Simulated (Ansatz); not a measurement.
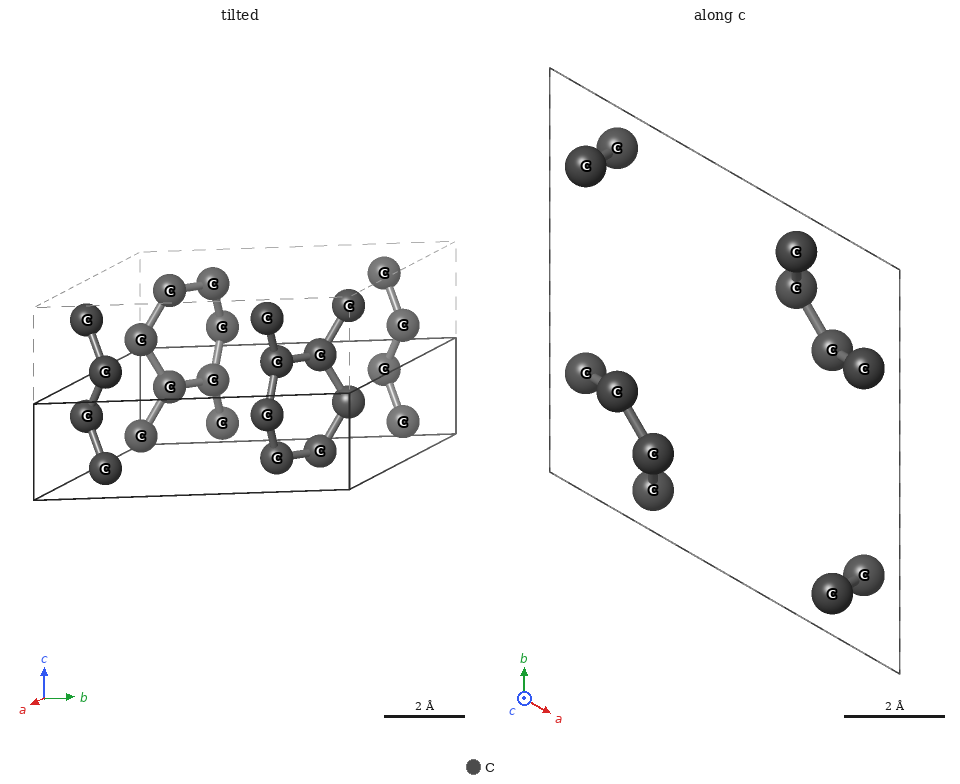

Ball-and-stick representation of a periodic structure, projected slightly off an axis and along the c axis. A block of 1×1×2 cells is shown, with one conventional unit cell in solid outline.

C, space group P6_3/mcm (No. 193), a = 8.10 Å, b = 8.10 Å, c = 2.47 Å, α = 90.00°, β = 90.00°, γ = 120.00°.

Electronic-structure method: DFT PBE, scalar-relativistic, plane waves, PAW in Ansatz 0.2.0. Parameters: plane waves to 420 eV, k-point mesh 6×6×16, Gaussian smearing of 0.1 eV, no spin polarisation.

### How large a gap does the method give, if there is one?

A semiconductor at this level, with a gap of 0.23 eV on the k-mesh (the true edges may lie between mesh points, so the gap can be somewhat smaller).

Origin of the cell: a structure type filled with this element by a generator (whether the element takes this form wasn't checked). What is shown is the relaxed result from Ansatz, DFT PBE, scalar-relativistic, plane waves, PAW.
